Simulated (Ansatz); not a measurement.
Run report: SiO₂, single-point calculation

SiO₂ (P4₂/mnm, 6 atoms in the cell), computed with DFT, PBE, plane waves, PAW, no spin polarisation (Ansatz 0.2.0).

The structure derives from an entry of the Crystallography Open Database. Some settings of this run were made unusual or wrong on purpose. Figures and captions count atoms from 1; the log counts them from 0 in places.

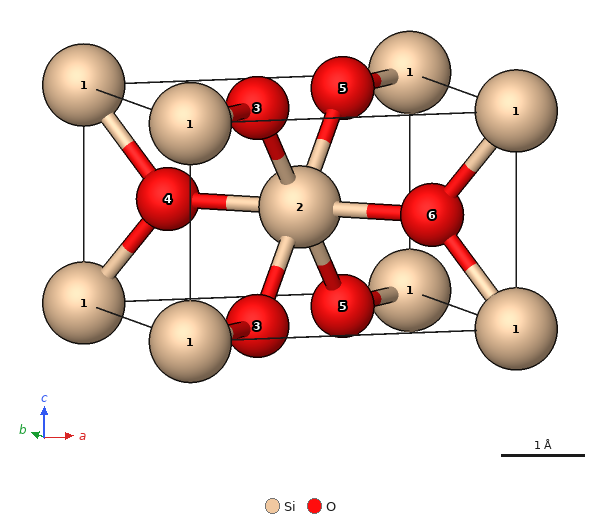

The structure as given in the input (ball-and-stick view of the cell of the calculation, seen slightly off an axis; atoms are numbered from 1 in the order of the input). An atom can appear more than once, as a periodic image.

**Input**
```yaml
crystal:
  lattice:
    - [4.175795434495, 5.592315034267e-35, 0.0]
    - [5.592315034267e-35, 4.175795434495, 0.0]
    - [0.0, 0.0, 2.673303025992]
  atoms:
    - { symbol: Si, position: [-2.809866618859e-20, -2.161435860661e-21, 0.0] }
    - { symbol: Si, position: [0.5, 0.5, 0.5] }
    - { symbol: O, position: [0.3054628388778, 0.3054628388778, 0.0] }
    - { symbol: O, position: [0.1945371611222, 0.8054628388778, 0.5] }
    - { symbol: O, position: [0.6945371611222, 0.6945371611222, 0.0] }
    - { symbol: O, position: [0.8054628388778, 0.1945371611222, 0.5] }
basis:
  ecutwfc: 420
  ecutrho_ratio: 4
kpoints:
  mp_grid: { grid: [6, 5, 9] }
hamiltonian:
  xc: pbe
scf:
  occupations: { method: gaussian, width: 0.05 }
  max_iter: 60
output:
  forces: true
  stress: true
```

Launch command:
```bash
ansatz run input.yaml --threads 4 --pin off --max-ram 8192MiB --backend cpu --events-out ev --progress --plain --runs-dir out
```

**Log**
```
Warning: crystal.symmetry: narrowed to the stabiliser of the k-point mesh — unitary ops 16 → 8; excluded 8 operations that carry a point of the 6×5×9 mesh (shift [0, 0, 0]) off the mesh (the run samples exactly the mesh kpoints.mp_grid names, as under crystal.symmetry.detect: false, and its converged state has the mesh's symmetry, not the crystal's; ε∞, the Born charges and the force constants of a linear response (`dielectric:` by the response, `phonons.method: dfpt`) are averaged over those of the crystal's operations that the state keeps within a tolerance, where `mesh_tensors`, `unaveraged_element` or `gamma_mean_max_change_ev_ang2` stands beside them; a row that `dielectric.field_direction` solves alone is averaged likewise, with nothing beside; a Γ-centred mesh of equal divisions is mapped onto itself by every operation and keeps the whole group, as does a half-shifted one under kpoints.further_shifts: images)
Engine: ansatz 0.2.0, aarch64-unknown-linux-gnu
Pseudopotentials: kind: paw
Pseudopotential: Si, paw, valence charge 4, recommended cutoff 420 eV (normal), Si.paw.azcp
Pseudopotential: O, paw, valence charge 6, recommended cutoff 420 eV (normal), O.paw.azcp
Functional definition: PBE
  parameter kappa = 0.804
  parameter beta = 0.06672455060314922
  exchange = pbe_x(kappa = kappa, mu = beta*pi^2/3)
  correlation = pbe_c(beta = beta)
Crystal: 6 atoms, lattice volume = 46.615 Å³
Basis set: ecut = 420 eV, 913 PW (Γ), exchange–correlation on 60×60×36 points (8 copies of the dense FFT grid, shifted against one another)
Bands: 22, of which v1, the nominal top of the filled ones, is band 16 counted from 1 (15 counted from 0)
Symmetry: 8 space group operations
k-points: 60 of 270
Non-local potential: Si, projectors of the file, l = 0: 2, l = 1: 2, l = 2: 2
Non-local potential: O, projectors of the file, l = 0: 2, l = 1: 2, l = 2: 1
PAW form: soft (Blöchl's): semilocal exchange-correlation on the pseudo side does not see the compensation charge
PAW one-centre angular grid: Si, 110 points (default); XC on 64 Gauss nodes
PAW one-centre angular grid: O, 110 points (default); XC on 64 Gauss nodes
Initial density: superposition of atomic densities (neutral atoms: chi_scale 0, normalization atom), corrected by the library's trained network
Initial wavefunctions: pseudopotential atomic-orbital guess
Functional: x = pbe(κ = 0.804, μ = 0.2195149727645171), c = pbe(β = 0.06672455060314922)
SCF iter   1: F=—  HF=-3546.967969 eV  |F-HF|=—  |Δ(HF+E_count)|=         —  Δρ=3.24e-3  dr2=1.81e-3  ethr=1.77e-3  ⟨swp⟩=5.9  Hψ=7271  notcnv=0  defer=2
preconditioner: auto → none  [insulator: Δε(μ)=5.569 eV  Ē_g=18.799 eV  σ=0.050 eV  W_gap=1.00  n_scr=10 (ndim 8)  ℏωp=30.8 eV  f_vac=0.000  D(μ)=0.00/eV (n_scr^D=0)  ε∞_Penn≈3.7]
SCF iter   2: F=—  HF=-3546.968674 eV  |F-HF|=—  |Δ(HF+E_count)|=   7.05e-4  Δρ=1.57e-3  dr2=3.83e-4  ethr=5.67e-6  ⟨swp⟩=2.0  Hψ=2704  notcnv=0  defer=5
SCF iter   3: F=—  HF=-3546.968739 eV  |F-HF|=—  |Δ(HF+E_count)|=   6.49e-5  Δρ=6.88e-4  dr2=5.82e-5  ethr=1.20e-6  ⟨swp⟩=2.0  Hψ=1918  notcnv=0
automatic band count: iteration 3 solves 21 bands in place of 22: the levels show a gap, and the empty bands left out lie too high to hold charge; the band table lists the bands solved (type scf.n_extra_bands for more)
SCF iter   4: F=—  HF=-3546.968696 eV  |F-HF|=—  |Δ(HF+E_count)|=   4.22e-5  Δρ=9.39e-5  dr2=2.60e-6  ethr=1.82e-7  ⟨swp⟩=2.0  Hψ=2170  notcnv=0
SCF iter   5: F=—  HF=-3546.968696 eV  |F-HF|=—  |Δ(HF+E_count)|=   5.44e-8  Δρ=3.11e-5  dr2=3.03e-7  ethr=8.11e-9  ⟨swp⟩=2.0  Hψ=2118  notcnv=0
SCF iter   6: F=-3546.968696 eV  HF=-3546.968696 eV  |F-HF|=1.03e-8  |Δ(HF+E_count)|=   6.74e-8  Δρ=8.12e-6  dr2=1.85e-8  ethr=3.13e-10  ⟨swp⟩=4.1  Hψ=4362  notcnv=0
SCF 1 converged in 6 iterations: F = -3546.968696 eV  dr2 = 1.85e-8
  greatest PAW one-centre occupation: 0.861 electrons in one spin orbital (limit 2), on the O atom at site 5 (counted from 0), in its partial waves of l = 0
```

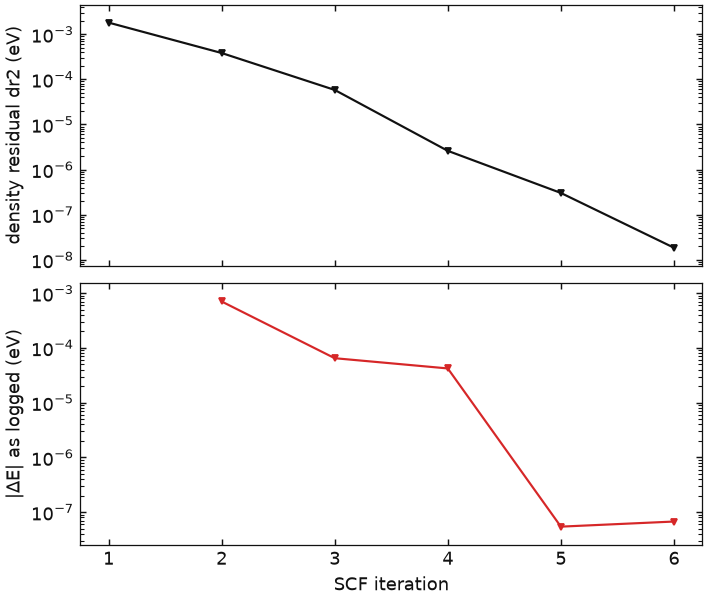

Convergence of the self-consistent field: density residual dr2 and size of the energy change against the SCF iteration. The residual falls at every step.

```
SCF converged after 6 iterations
Free energy (F): -3546.968696 eV
Harris-Foulkes:  -3546.968696 eV  (|F-HF|=1.03e-8)
Internal energy: -3546.968696 eV  (E = F + TS)
E sigma→0 (E₀):  -3546.968696 eV
Fermi energy:    13.370870 eV
--- Per-component energies (eV) ---
  E_band       = 66.507909
  E_kinetic    = 815.837942
  E_local      = -1218.156742  (includes V_loc(G=0)·N_el)
  E_nonlocal   = 236.628114
  E_hartree    = 432.607042
  E_xc         = -412.375201
  E_vxc        = -480.195357  (∫ρ·V_xc dr)
  E_paw        = -1661.984027  (= ΣΔE_a)
  E_vpaw       = -152.833868  (= ΣTr[D̂ρ^β])
  E_aug_tail   = 0.010154  (compensation charges beyond the density's cutoff)
  E_ewald      = -1739.535979
  E_smearing   = -0.000000  (= −TS)
  E_closure    = 0.000000  (closes the sum)
  Σ components = -3546.968696   (vs F -3546.968696, Δ=0.00e0)
--- Forces (eV/Å), atoms counted from 1 ---
  atom   1  Si     0.00000000     0.00000000     0.00000000
  atom   2  Si     0.00000000     0.00000000     0.00000000
  atom   3  O      0.00090831     0.00090029     0.00000000
  atom   4  O     -0.00090831     0.00090029     0.00000000
  atom   5  O     -0.00090831    -0.00090029     0.00000000
  atom   6  O      0.00090831    -0.00090029     0.00000000
  max |Σ_I F_I| component: 5.20e-18 eV/Å
--- Stress (GPa, compression-positive) ---
       10.024694       0.000000       0.000000
        0.000000      10.024750       0.000000
        0.000000       0.000000      10.024519
  P = ⅓ Tr σ = 10.0247 GPa (100.247 kbar)
```

**What the run reported**

| quantity | value |
| --- | --- |
| outcome | converged |
| space group (tolerance 0.01 Å) | P4₂/mnm (136) |
| electrons treated | 32 |
| free energy | −3546.9687 eV |
| Fermi energy | 13.371 eV |
| pressure | 10.02 GPa |
| largest force (length of the vector) | 0.001 eV/Å |
| hardware | 4 threads of Arm Neoverse V2, 24 GiB of memory available, shared host |
| wall time | 0.82 s (CPU time 2.9 s) |
| peak memory | 0.34 GiB |

This input holds a deliberate fault: a mesh that breaks the symmetry (`kpoints.mp_grid.grid`). The run converged; whether the setting changed the result can't be told without a sound run beside it. Warnings of the run: the k-point mesh lowers the symmetry that the run can use.
